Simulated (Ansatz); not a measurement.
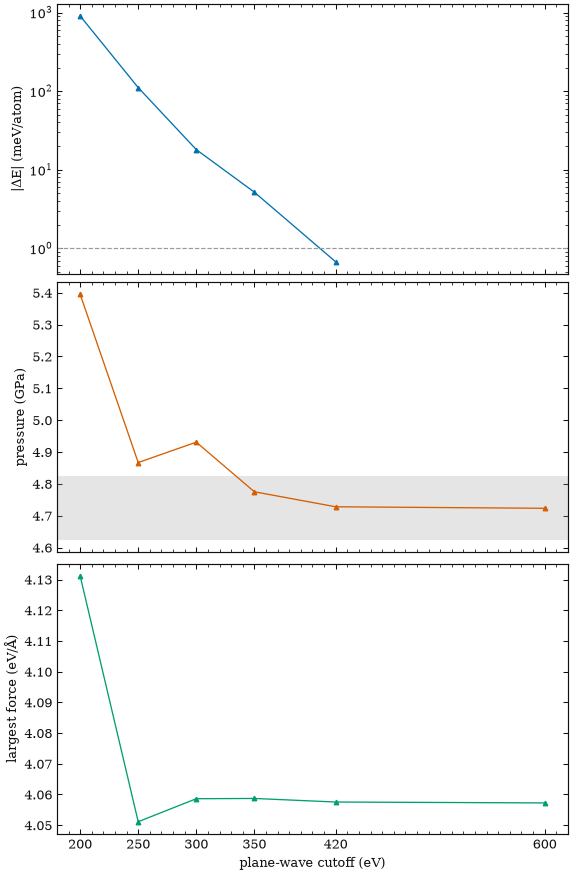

One cell, run at 6 values of the plane-wave cutoff (density cutoff scaled with it).
Ta₂Si (P1, 6 atoms in the cell); DFT PBEsol, scalar-relativistic, plane waves, PAW in Ansatz; 8×8×8 k-mesh, Gaussian smearing of 0.1 eV.
ΔE is the free energy less its value at the largest setting, 600 eV.
Dashed lines or grey bands mark the tolerance: 1 meV/atom and 0.1 GPa.
The pressure holds the program's Pulay correction for the finite basis; without it, low cutoffs would be much further off.
The atoms sit off their equilibrium sites.

Question: What is enough for the free energy to 1 meV/atom?

Answer: The free energy is within 1 meV/atom of the largest setting's value from 420 eV on. It is off by 910 meV/atom at 200 eV, 18 meV/atom at 300 eV and 5.2 meV/atom at 350 eV (always above it). The smaller bases give higher energies, which fall towards the limit as the basis grows.

Question: How does the pressure behave (tolerance 0.1 GPa)?

Answer: The pressure is within 0.1 GPa of the largest setting's value from 350 eV on. It is 5.40 GPa at 200 eV, 4.87 GPa at 250 eV, 4.93 GPa at 300 eV and 4.72 GPa at 600 eV.

Question: And the largest force, to 0.005 eV/Å?

Answer: The largest force is within 0.005 eV/Å of the largest setting's value from 300 eV on. It is 4.131 eV/Å at 200 eV, 4.051 eV/Å at 250 eV and 4.057 eV/Å at 600 eV.
